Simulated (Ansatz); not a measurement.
## A series of single points on MgS

System: MgS (2 atoms in the cell).
Method: Kohn-Sham DFT of a periodic cell, PBEsol, all-electron LAPW, scalar-relativistic, no spin polarisation (Ansatz 0.2.0).

The 7 runs differ only in the geometry, by an even scaling of the cell at fixed fractional positions. The structure derives from a Materials Project entry.

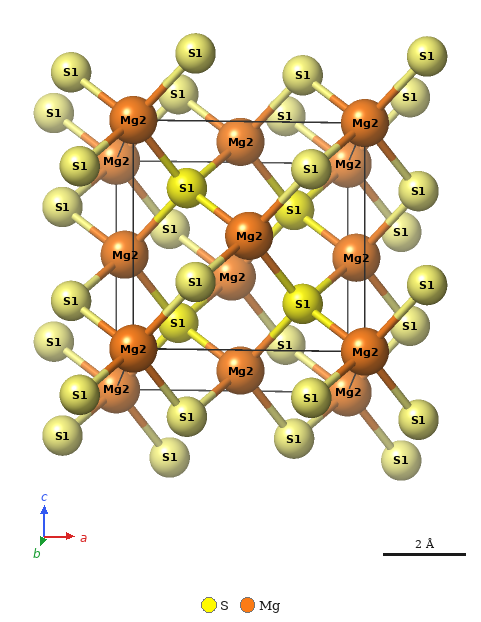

Figure 1. The structure of run 4 (ball-and-stick view of the cell 4 times as large as that of the calculation, set on its symmetry axes, seen at an oblique angle; neighbours outside the cell are drawn fainter; atoms are numbered from 1 in the order of the input).

## Input of run 4
```yaml
crystal:
  lattice:
    - [0.0, 2.8331200468, 2.8331200468]
    - [2.8331200468, 0.0, 2.8331200468]
    - [2.8331200468, 2.8331200468, 0.0]
  atoms:
    - { symbol: S, position: [0.25, 0.25, 0.25] }
    - { symbol: Mg, position: [0.0, 0.0, 0.0] }
kpoints:
  mp_grid: { grid: [8, 8, 8] }
scf:
  occupations: { method: fermi_dirac, width: 0.05 }
hamiltonian:
  xc: pbesol
  pseudopotentials: { kind: all_electron, lapw: { basis_error: 0.0005 } }
output:
  forces: true
  stress: true
  eigenvalues: true
```

Command:
```bash
ansatz run input.yaml --threads 1 --pin off --max-ram 3072MiB --backend cpu --events-out ev --progress --plain --runs-dir out
```

Run 2 differs from it as follows:
```diff
-    - [0.0, 2.8331200468, 2.8331200468]
-    - [2.8331200468, 0.0, 2.8331200468]
-    - [2.8331200468, 2.8331200468, 0.0]
+    - [0.0, 2.794829947, 2.794829947]
+    - [2.794829947, 0.0, 2.794829947]
+    - [2.794829947, 2.794829947, 0.0]
```

## Results, with one run withheld

| run | volume per atom (Å³) | free energy per atom, from the lowest run given (meV) | pressure (GPa) | gap on the mesh (eV) |
| --- | --- | --- | --- | --- |
| 1 | 21.376 | 11.92 | 3.46 | 3.59 |
| 2 | 21.831 | ? | ? | ? |
| 3 | 22.285 | 0.34 | 0.72 | 3.38 |
| 4 | 22.740 | 0.00 | −0.46 | 3.28 |
| 5 | 23.195 | 2.84 | −1.52 | 3.19 |
| 6 | 23.650 | 8.54 | −2.48 | 3.10 |
| 7 | 24.105 | 16.83 | −3.35 | 3.01 |

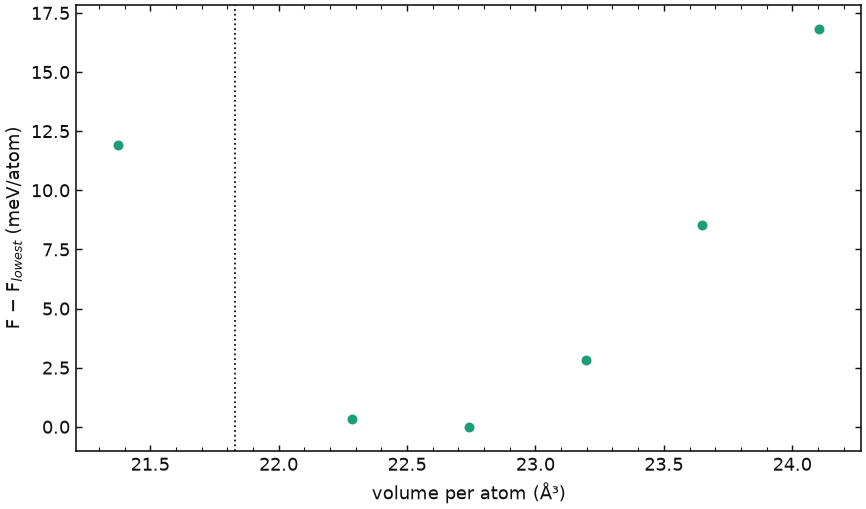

Figure 2. Free energy per atom of the runs given; the dotted line marks run 2.

What should run 2 give?

A cubic polynomial in V^(−2/3) (the Birch–Murnaghan form), fitted to the 6 runs given, misses them by under 0.01 meV per atom. With x = V^(−2/3) − 0.12414 Å⁻², it reads F = 0.46912 − 1304.7 x + 5.8159e+05 x² + 1.8087e+05 x³ (meV per atom). At run 2 it gives 4.18 meV per atom, and the run itself gives 4.19. The slope of the fit gives a pressure −dF/dV of 2.02 GPa there, and the run prints 2.02 GPa. The fit has its minimum at 22.557 Å³ per atom, where V d²F/dV² gives 57.7 GPa: the bulk modulus at this level, since symmetry fixes the shape and the positions. The gap on the mesh goes, without turning, from 3.59 eV in run 1 to 3.01 eV in run 7; run 2 has 3.48 eV. These are gaps of this functional on this mesh, which can miss the band edges; they aren't the measured gap.

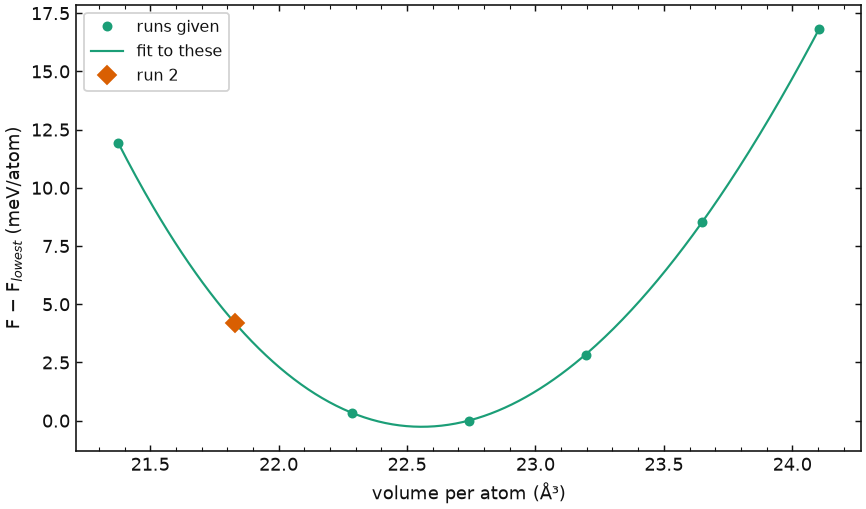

Figure 3. The fit and the withheld run.

## Output, shortened to warnings, some set-up lines, iterations and results (run 2)
```
Basis set: ecut = 233.43697470509235 eV, 339 PW (Γ), exchange–correlation at level 2
Symmetry: 24 space group operations
k-points: 29 of 512 (time reversal used)
Initial density: superposition of atomic densities (chi_scale 0.1, normalization cell, long waves kept (reshape's long-wave potential 0.00 eV rms))
[...]
SCF iter   1: F=—  HF=-16288.451339 eV  |F-HF|=—  |Δ(HF+E_count)|=         —  Δρ=4.09e-2  dr2=1.38e0  ethr=5.75e-3  ⟨swp⟩=2.0  Hψ=3222  notcnv=0
SCF iter   2: F=—  HF=-16287.978925 eV  |F-HF|=—  |Δ(HF+E_count)|=   4.72e-1  Δρ=1.00e-2  dr2=2.76e-2  ethr=1.15e-4  ⟨swp⟩=2.0  Hψ=2439  notcnv=0
SCF iter   3: F=—  HF=-16287.970383 eV  |F-HF|=—  |Δ(HF+E_count)|=         —  Δρ=5.22e-3  dr2=1.25e-2  ethr=1.15e-4  ⟨swp⟩=2.0  Hψ=1392  notcnv=0
SCF iter   4: F=—  HF=-16287.971559 eV  |F-HF|=—  |Δ(HF+E_count)|=   1.18e-3  Δρ=1.13e-3  dr2=5.82e-4  ethr=5.22e-5  ⟨swp⟩=2.0  Hψ=1276  notcnv=0
SCF iter   5: F=—  HF=-16287.971677 eV  |F-HF|=—  |Δ(HF+E_count)|=   1.19e-4  Δρ=1.41e-4  dr2=9.67e-6  ethr=2.43e-6  ⟨swp⟩=2.0  Hψ=1277  notcnv=0
SCF iter   6: F=—  HF=-16287.971684 eV  |F-HF|=—  |Δ(HF+E_count)|=   6.38e-6  Δρ=2.06e-5  dr2=1.54e-7  ethr=4.03e-8  ⟨swp⟩=2.6  Hψ=1295  notcnv=0
SCF iter   7: F=-16287.971684 eV  HF=-16287.971684 eV  |F-HF|=1.66e-9  |Δ(HF+E_count)|=   2.83e-7  Δρ=1.60e-6  dr2=1.70e-9  ethr=6.43e-10  ⟨swp⟩=3.0  Hψ=1380  notcnv=0
SCF 1 converged in 7 iterations: F = -16287.971684 eV  dr2 = 1.70e-9
SCF converged after 7 iterations
Free energy (F): -16287.971684 eV
Harris-Foulkes:  -16287.971684 eV  (|F-HF|=1.66e-9)
Internal energy: -16287.971684 eV  (E = F + TS)
E sigma→0 (E₀):  -16287.971684 eV
Fermi energy:    5.450395 eV
--- Per-component energies (eV) ---
  E_band       = -1622.531472
  E_kinetic    = 16340.397546
  E_xc         = -1117.450266
  E_electrostatic = -31510.918964  (all electrons and nuclei)
  E_smearing   = -0.000000  (= −TS)
  E_closure    = 0.000000  (closes the sum)
  E_atoms      = -16279.094668  (free atoms, spherical and without spin; not in F)
  Σ components = -16287.971684   (vs F -16287.971684, Δ=0.00e0)
  Basis errors (estimates in eV, not in F): energy 2.6e-4 per atom: plane waves 2.4e-4 (1.5e-4 summed), levels above the bands 7.5e-67, relativity 1.0e-8, radial functions 2.6e-5, core shells 3.2e-14; eigenvalues (radial functions only) 7.1e-7; not estimated: angular momenta, meshes, grids; target …
--- Forces (eV/Å), atoms counted from 1 ---
  atom   1  S     -0.00000000     0.00000000     0.00000000
  atom   2  Mg     0.00000000    -0.00000000     0.00000000
  max |Σ_I F_I| component: 2.08e-17 eV/Å
--- Stress (GPa, compression-positive) ---
        2.019827      -0.000000      -0.000000
       -0.000000       2.019827       0.000000
       -0.000000       0.000000       2.019827
  P = ⅓ Tr σ = 2.0198 GPa (20.198 kbar)
```
